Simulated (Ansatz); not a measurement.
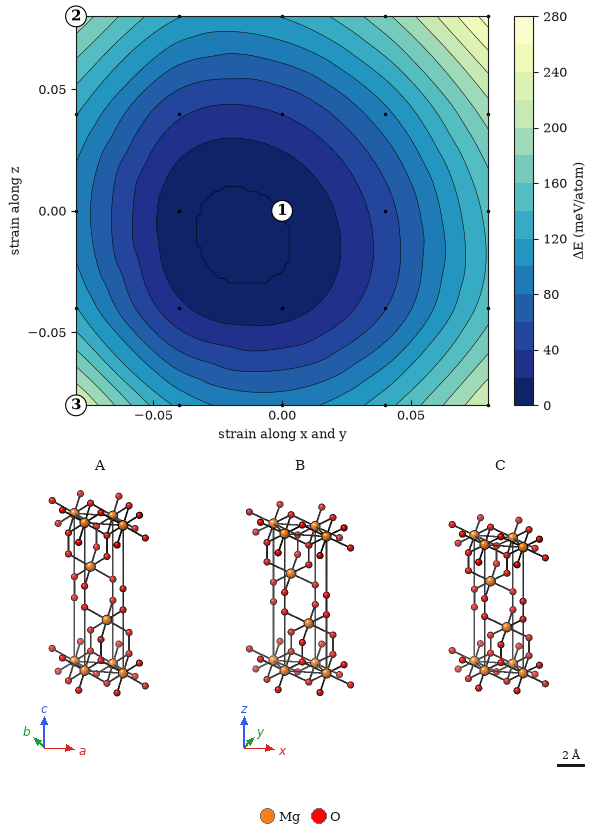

Crystalline MgO$_{2}$ (R-3m): the cell is strained equally along x and y and separately along z, with the atoms kept at their fractional coordinates. x, y and z are the Cartesian axes of the input. The map is interpolated between the computed points (dots). The frames are shuffled; each belongs to one numbered point. A ball-and-stick model of the conventional cell (3 times the calculation's cell), repeated 1 × 1 × 1 with one cell outlined, seen slightly off an axis. Lengths and directions refer to the drawn axes.

The calculation used Ansatz 0.2.0, DFT r2SCAN, scalar-relativistic, plane waves, PAW. Set-up: plane-wave cutoff 500 eV; k-point mesh 12 × 12 × 12; occupations gaussian; smearing width 0.05 eV; no spin polarisation. Energies (free energies at the smearing named) are counted from the cell as listed in its source, which wasn't relaxed.

Which frame belongs to which numbered point?

Point 1 is frame B, at (0.000, 0.000) and 0.0 meV/atom; 2 is frame A, at (−0.080, 0.080) and 193.3 meV/atom; 3 is frame C, at (−0.080, −0.080) and 225.7 meV/atom. In pairs of (strain along x and y; strain along z): the lowest computed point lies at (0.000, 0.000) (0.0 meV/atom), the highest at (0.080, 0.080) (269.0 meV/atom).  Over the ranges scanned the energy rises by about as much along both axes. The pressure runs from −22.6 GPa at (0.080, 0.080) to 47.4 GPa at (−0.080, −0.080).
